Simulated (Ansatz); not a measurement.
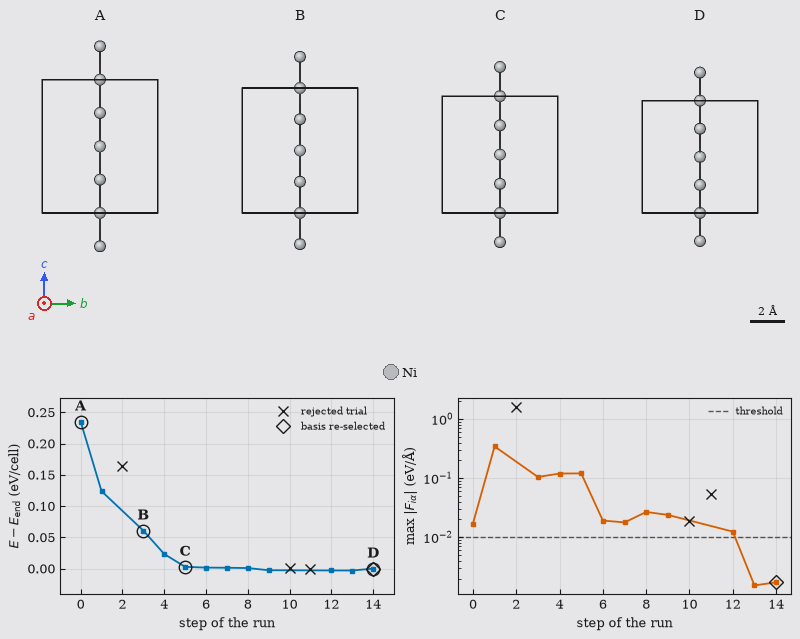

Frames of a relaxation of a wire of composition Ni, marked on the history of the run. A ball-and-stick model of the 2 repeat of the cell, with the vacuum cut short, seen along the a axis.

Case: zigzag chain of atoms.

Level of theory: DFT PBE, scalar-relativistic, plane waves, PAW in Ansatz 0.2.0.

Input file:
```yaml
crystal:
  lattice:
    - [10.0, 0.0, 0.0]
    - [0.0, 9.3, 0.0]
    - [0.0, 0.0, 4.0304594108]
  atoms:
    - { symbol: Ni, position: [0.4496192574, 0.5, 0.0], spin: 1.5 }
    - { symbol: Ni, position: [0.5503807426, 0.5, 0.5], spin: 1.5 }
basis:
  ecutwfc: 420
kpoints:
  mp_grid: { grid: [1, 1, 16] }
hamiltonian:
  xc: pbe
scf:
  occupations: { method: gaussian, width: 0.05 }
output:
  forces: true
  stress: true
  eigenvalues: true
  populations: true
  write_density: true
  write_potential: true
  elf: true
  volumetric_format: npy
magnetization:
  spin_polarized: true
relax:
  adjacent_minimum: "off"
  f_tol: 0.01
  max_steps: 45
  cell: { fix: [a, b, alpha, beta, gamma], stress_tol: 0.03 }
```

Command:
```bash
ansatz run input.yaml --threads 2 --pin off --max-ram 5120MiB --backend cpu --events-out ev --progress --plain --runs-dir out
```

Describe the path.

The energy falls by 0.235 eV per cell of the calculation in 10 accepted moves (14 points after the start). The largest force component goes from 0.017 to 0.0017 eV/Å. The line search rejected the trial steps at points 2, 10, 11 of the run. The SCF was repeated once at an unchanged geometry on a basis and grid sized afresh for the cell, which shifted the energy by 3.0 meV per cell of the calculation at most. The largest moves relative to the layer's centre, 0.15 Å, are those of Ni1 and Ni2. Along the periodic axis the drawn cell goes c 8.061 → 6.790 Å (−15.8 %). Among the contacts that change: Ni1–Ni2 2.253 → 2.141 Å. Among the angles between lasting bonds that change: Ni2–Ni1–Ni2 126.9° → 104.9°. From step 0 to 3: Ni atoms move most (0.05 Å), energy −0.174 eV per cell of the calculation. From step 3 to 5: Ni atoms move most (0.04 Å), energy −58.0 meV per cell of the calculation. From step 5 to 14: Ni atoms move most (0.05 Å), energy −2.9 meV per cell of the calculation.

```json
{"step": "0", "E − E(0), meV/atom": "0.00", "largest force component, eV/Å": "0.0170", "note": ""}
{"step": "1", "E − E(0), meV/atom": "-55.66", "largest force component, eV/Å": "0.3442", "note": ""}
{"step": "2", "E − E(0), meV/atom": "-35.15", "largest force component, eV/Å": "1.6191", "note": "rejected"}
{"step": "3", "E − E(0), meV/atom": "-87.19", "largest force component, eV/Å": "0.1046", "note": ""}
{"step": "4", "E − E(0), meV/atom": "-105.90", "largest force component, eV/Å": "0.1197", "note": ""}
{"step": "5", "E − E(0), meV/atom": "-116.19", "largest force component, eV/Å": "0.1202", "note": ""}
{"step": "6", "E − E(0), meV/atom": "-116.77", "largest force component, eV/Å": "0.0192", "note": ""}
{"step": "7", "E − E(0), meV/atom": "-116.90", "largest force component, eV/Å": "0.0178", "note": ""}
{"step": "8", "E − E(0), meV/atom": "-117.13", "largest force component, eV/Å": "0.0267", "note": ""}
{"step": "9", "E − E(0), meV/atom": "-118.90", "largest force component, eV/Å": "0.0239", "note": ""}
{"step": "10", "E − E(0), meV/atom": "-116.77", "largest force component, eV/Å": "0.0188", "note": "rejected"}
{"step": "11", "E − E(0), meV/atom": "-117.96", "largest force component, eV/Å": "0.0548", "note": "rejected"}
{"step": "12", "E − E(0), meV/atom": "-119.07", "largest force component, eV/Å": "0.0124", "note": ""}
{"step": "13", "E − E(0), meV/atom": "-119.10", "largest force component, eV/Å": "0.0015", "note": ""}
{"step": "14", "E − E(0), meV/atom": "-117.61", "largest force component, eV/Å": "0.0017", "note": "same geometry, new basis"}
```

Limits of the set-up: the k-point mesh is coarse for a cell with partly filled bands.
